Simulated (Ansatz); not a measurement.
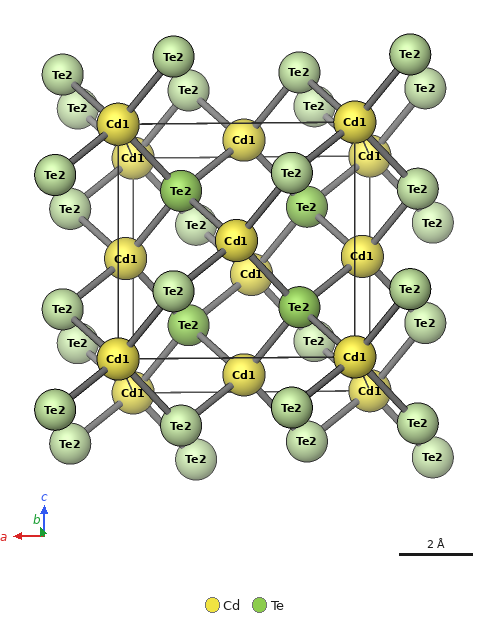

Figure 1. The structure as given in the input (ball-and-stick view of the cell 4 times as large as that of the calculation, set on its symmetry axes, seen at an oblique angle; neighbours outside the cell are drawn fainter; atoms are numbered from 1 in the order of the input).

## CdTe: a changed input and its effect

System: CdTe (F-43m, 2 atoms in the cell).
Method of the first run: DFT, r2SCAN, plane waves, PAW, no spin polarisation (Ansatz 0.2.0).

The structure was built on a prototype by a generator. The geometry comes from this level: r2SCAN (a point of a series of strains). Text and figures count atoms from 1; the logs count them from 0 in places.

The input, the first run:
```yaml
crystal:
  lattice:
    - [0.0, 3.2638833358, 3.2638833358]
    - [3.2638833358, 0.0, 3.2638833358]
    - [3.2638833358, 3.2638833358, 0.0]
  atoms:
    - { symbol: Cd, position: [0.0, 0.0, 0.0] }
    - { symbol: Te, position: [0.25, 0.25, 0.25] }
kpoints:
  mp_grid: { grid: [6, 6, 6] }
  band_path:
    path:
      - [0.0, 0.0, 0.0]
      - [-0.5, -0.5, 0.0]
      - [-0.375, -0.375, 0.25]
      - [-0.375, 0.0, 0.375]
      - [0.0, 0.0, 0.5]
      - [-0.5, -0.25, 0.25]
    npoints: 1
hamiltonian:
  xc: r2scan
scf:
  occupations: { method: fixed }
  n_extra_bands: 4
output:
  forces: true
  stress: true
  eigenvalues: true
  write_density: true
  write_potential: true
  elf: true
  volumetric_format: npy
```

Launched with:
```bash
ansatz run input.yaml --threads 4 --pin off --max-ram 3686MiB --backend cpu --events-out ev --progress --plain --runs-dir out
```

Hardware: 4 threads of Intel Xeon (Sapphire Rapids), 64 GiB of memory available, shared host.

Output, shortened to warnings, some set-up lines, iterations and results (the first run):
```
Basis set: ecut = 500 eV, 1807 PW (Γ), exchange–correlation on 144×144×144 points (64 copies of the dense FFT grid, shifted against one another)
Symmetry: 24 space group operations
k-points: 16 of 216 (time reversal used)
Initial density: superposition of atomic densities (neutral atoms: chi_scale 0, normalization atom), corrected by the library's trained network
[...]
SCF iter   1: F=—  HF=-15264.127904 eV  |F-HF|=—  |Δ(HF+E_count)|=         —  Δρ=4.43e-3  dr2=8.35e-3  dr2_τ=1.07e-2  ethr=1.77e-3  ⟨swp⟩=4.9  Hψ=1380  notcnv=0  defer=27
SCF iter   2: F=—  HF=-15264.133952 eV  |F-HF|=—  |Δ(HF+E_count)|=   6.05e-3  Δρ=2.25e-3  dr2=1.51e-3  dr2_τ=3.37e-4  ethr=2.32e-5  ⟨swp⟩=3.9  Hψ=841  notcnv=0  defer=28
SCF iter   3: F=—  HF=-15264.134567 eV  |F-HF|=—  |Δ(HF+E_count)|=   6.16e-4  Δρ=1.04e-3  dr2=3.62e-4  dr2_τ=4.41e-5  ethr=4.18e-6  ⟨swp⟩=2.0  Hψ=516  notcnv=0  defer=28
SCF iter   4: F=—  HF=-15264.134749 eV  |F-HF|=—  |Δ(HF+E_count)|=   1.82e-4  Δρ=9.33e-5  dr2=5.14e-6  dr2_τ=3.24e-7  ethr=1.01e-6  ⟨swp⟩=2.0  Hψ=676  notcnv=0  defer=28
SCF iter   5: F=—  HF=-15264.134714 eV  |F-HF|=—  |Δ(HF+E_count)|=   3.59e-5  Δρ=2.65e-5  dr2=2.09e-7  dr2_τ=1.88e-8  ethr=1.43e-8  ⟨swp⟩=2.1  Hψ=614  notcnv=0  defer=12
SCF iter   6: F=-15264.134714 eV  HF=-15264.134714 eV  |F-HF|=6.62e-9  |Δ(HF+E_count)|=   1.96e-7  Δρ=5.75e-6  dr2=8.03e-9  dr2_τ=1.08e-9  ethr=2.78e-10  ⟨swp⟩=11.9  Hψ=2680  …
SCF 1 converged in 6 iterations: F = -15264.134714 eV  dr2 = 8.03e-9
NSCF: frozen V_eff on 6 k-points
SCF converged after 6 iterations
Free energy (F): -15264.134714 eV
Harris-Foulkes:  -15264.134714 eV  (|F-HF|=6.62e-9)
Internal energy: -15264.134714 eV  (E = F + TS)
E sigma→0 (E₀):  -15264.134714 eV
Fermi energy:    6.908267 eV
--- Per-component energies (eV) ---
  E_band       = -836.086312
  E_kinetic    = 685.541804
  E_local      = -5468.668761  (includes V_loc(G=0)·N_el)
  E_nonlocal   = -275.683162
  E_hartree    = 2754.713512
  E_xc         = -283.385337
  E_vxc        = -357.507779  (∫ρ·V_xc dr)
  E_paw        = -8792.974616  (= ΣΔE_a)
  E_vpaw       = -953.421046  (= ΣTr[D̂ρ^β])
  E_aug_tail   = -0.000032  (compensation charges beyond the density's cutoff)
  E_vtau       = 24.226133  (kinetic-family band-sum trace: ∫τ·v_τ [+ j·A + Jᵃ·Aᵃ] dr)
  E_ewald      = -3883.398206
  E_core_change = -0.279915  (= ΣΔE_core)
  E_smearing   = -0.000000  (= −TS)
  E_closure    = 0.000000  (closes the sum)
  Σ components = -15264.134714   (vs F -15264.134714, Δ=0.00e0)
--- Forces (eV/Å), atoms counted from 1 ---
  atom   1  Cd     0.00000000    -0.00000000     0.00000000
  atom   2  Te    -0.00000000     0.00000000     0.00000000
  max |Σ_I F_I| component: 1.41e-16 eV/Å
--- Stress (GPa, compression-positive) ---
        0.584645       0.000000      -0.000000
       -0.000000       0.584645       0.000000
       -0.000000       0.000000       0.584645
  P = ⅓ Tr σ = 0.5846 GPa (5.846 kbar)
```

The input of the second run differs as follows (lines with − go, lines with + come):
```diff
-  xc: r2scan
+  xc: pbe
-  occupations: { method: fixed }
+  occupations: { method: fermi_dirac, width: 0.02 }
-  write_density: true
-  write_potential: true
-  elf: true
-  volumetric_format: npy
```

Predict how the results change.

The total energies belong to different methods, so their difference says nothing on which is more stable or more accurate. The gap on the mesh goes from 1.21 to 0.71 eV. The pressure goes from 0.58 to 1.62 GPa. The functional changes from r2SCAN to PBE. The number of SCF iterations is the same. The default cutoff goes from 500 to 420 eV with the change. The plane waves at Γ go from 1807 to 1363.

Output, shortened to warnings, some set-up lines, iterations and results (the second run):
```
Basis set: ecut = 420 eV, 1363 PW (Γ), exchange–correlation on 64×64×64 points (8 copies of the dense FFT grid, shifted against one another)
Symmetry: 24 space group operations
k-points: 16 of 216 (time reversal used)
Initial density: superposition of atomic densities (neutral atoms: chi_scale 0, normalization atom), corrected by the library's trained network
[...]
SCF iter   1: F=—  HF=-15235.319999 eV  |F-HF|=—  |Δ(HF+E_count)|=         —  Δρ=1.35e-3  dr2=3.18e-3  ethr=1.77e-3  ⟨swp⟩=6.4  Hψ=1695  notcnv=0
SCF iter   2: F=—  HF=-15235.319349 eV  |F-HF|=—  |Δ(HF+E_count)|=   6.51e-4  Δρ=5.08e-4  dr2=1.87e-4  ethr=8.82e-6  ⟨swp⟩=2.2  Hψ=695  notcnv=0
SCF iter   3: F=—  HF=-15235.319411 eV  |F-HF|=—  |Δ(HF+E_count)|=   6.23e-5  Δρ=1.91e-4  dr2=2.70e-5  ethr=5.20e-7  ⟨swp⟩=3.0  Hψ=669  notcnv=0
SCF iter   4: F=—  HF=-15235.319423 eV  |F-HF|=—  |Δ(HF+E_count)|=   1.20e-5  Δρ=7.54e-5  dr2=5.40e-6  ethr=7.50e-8  ⟨swp⟩=2.0  Hψ=489  notcnv=0
SCF iter   5: F=—  HF=-15235.319435 eV  |F-HF|=—  |Δ(HF+E_count)|=   1.18e-5  Δρ=2.01e-5  dr2=2.87e-7  ethr=1.50e-8  ⟨swp⟩=2.0  Hψ=496  notcnv=0
SCF iter   6: F=-15235.319436 eV  HF=-15235.319436 eV  |F-HF|=1.83e-8  |Δ(HF+E_count)|=   1.32e-6  Δρ=2.46e-6  dr2=4.12e-9  ethr=2.78e-10  ⟨swp⟩=6.8  Hψ=1568  notcnv=0
SCF 1 converged in 6 iterations: F = -15235.319436 eV  dr2 = 4.12e-9
NSCF: frozen V_eff on 6 k-points
SCF converged after 6 iterations
Free energy (F): -15235.319436 eV
Harris-Foulkes:  -15235.319436 eV  (|F-HF|=1.83e-8)
Internal energy: -15235.319436 eV  (E = F + TS)
E sigma→0 (E₀):  -15235.319436 eV
Fermi energy:    7.525649 eV
--- Per-component energies (eV) ---
  E_band       = -798.590396
  E_kinetic    = 685.352832
  E_local      = -5466.422443  (includes V_loc(G=0)·N_el)
  E_nonlocal   = -276.754927
  E_hartree    = 2752.771136
  E_xc         = -300.929084
  E_vxc        = -325.638405  (∫ρ·V_xc dr)
  E_paw        = -8745.938601  (= ΣΔE_a)
  E_vpaw       = -920.671955  (= ΣTr[D̂ρ^β])
  E_aug_tail   = -0.000145  (compensation charges beyond the density's cutoff)
  E_ewald      = -3883.398206
  E_smearing   = -0.000000  (= −TS)
  E_closure    = -0.000000  (closes the sum)
  Σ components = -15235.319436   (vs F -15235.319436, Δ=0.00e0)
--- Forces (eV/Å), atoms counted from 1 ---
  atom   1  Cd     0.00000000    -0.00000000     0.00000000
  atom   2  Te    -0.00000000     0.00000000    -0.00000000
  max |Σ_I F_I| component: 1.46e-16 eV/Å
--- Stress (GPa, compression-positive) ---
        1.617778       0.000000      -0.000000
       -0.000000       1.617778       0.000000
       -0.000000       0.000000       1.617778
  P = ⅓ Tr σ = 1.6178 GPa (16.178 kbar)
```

The two runs side by side:

```tsv
quantity	the first run	the second run
outcome	converged	converged
free energy per atom (eV)	−7632.0674	−7617.6597
gap on the mesh (eV)	1.21	0.71
pressure (GPa)	0.58	1.62
largest force (eV/Å)	0.000	0.000
SCF iterations	6	6
irreducible k-points	16	16
plane waves at Γ	1807	1363
wall time (shared host)	2 s	0.92 s
```

For the first run: Spin-orbit coupling is left out, which matters for Te.
